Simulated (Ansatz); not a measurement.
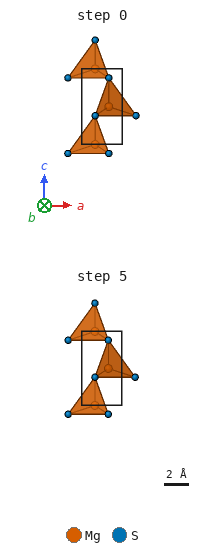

The structure of solid MgS (built on the database structure type) before (top) and after (bottom) a relaxation, at one scale.

The picture is a polyhedral view of the cell of the calculation, seen along the b axis.

Theory: DFT, LDA, plane waves, PAW (Ansatz 0.2.0).

Input
```yaml
crystal:
  lattice:
    - [4.0546560541, 0.0, 0.0]
    - [-2.0273280271, 3.5114351465, 0.0]
    - [0.0, 0.0, 6.4907642874]
  atoms:
    - { symbol: Mg, position: [0.6666666667, 0.3333333333, 0.4970164513] }
    - { symbol: Mg, position: [0.3333333333, 0.6666666667, 0.9970164513] }
    - { symbol: S, position: [0.3333333333, 0.6666666667, 0.3779825487] }
    - { symbol: S, position: [0.6666666667, 0.3333333333, 0.8779825487] }
kpoints:
  mp_grid: { grid: [6, 6, 4] }
hamiltonian:
  xc: lda
scf:
  occupations: { method: fermi_dirac, width: 0.02 }
relax:
  f_tol: 0.005
  cell: {}
```

Command:
```bash
ansatz run input.yaml --threads 2 --pin off --max-ram 2211MiB --backend cpu --events-out ev --progress --plain --runs-dir out
```

> What changed between the two?

The atoms keep their places relative to the cell (all moves are under 0.005 Å). The drawn cell changes as follows: a = b 4.055 → 3.985 Å (−1.7 %), c 6.491 → 6.359 Å (−2.0 %); the volume changes by −5.4 %. Near-neighbour distances that change, for instance: Mg1–S3 2.465 → 2.420 Å, Mg1–S4 2.473 → 2.428 Å. The space group stays P6_3mc (No. 186). The energy falls by 12.2 meV per atom in 4 accepted moves (5 points after the start). The largest force component goes from 0.0053 to 0.00023 eV/Å. The pressure goes from −3.02 to 0.00 GPa. The SCF was repeated once at an unchanged geometry on a basis and grid sized afresh for the cell, which shifted the energy by less than 0.05 meV per atom at most.
